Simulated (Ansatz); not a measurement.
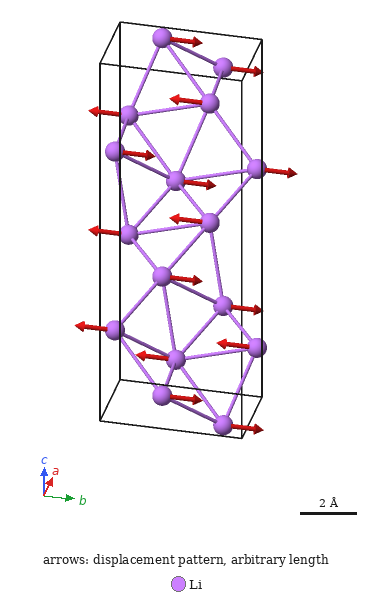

One vibrational mode of solid Li (a generated structure) at the zone centre. The red arrows are the displacements of the atoms (eigenvector over the root of the mass), of arbitrary overall length and sign. Style: ball-and-stick. Shown: the conventional cell (2 times the calculation's cell), from a free direction. Lengths and directions refer to the drawn axes.

The calculation used DFT PBE, scalar-relativistic, plane waves, PAW (Ansatz). (plane-wave cutoff 420 eV; k-point mesh 16 × 16 × 4; occupations fermi dirac; smearing width 0.15 eV; no spin polarisation)

The frequencies depend somewhat on the k-mesh and the smearing.

Q: What mode is this, and where does it lie in the spectrum?

A: This is the A_g mode at 3.70 THz, optical level 5 of 10, counted from below, Raman-active by symmetry. All motion is along b; atoms of one kind move against one another, with no net shift of any sublattice.
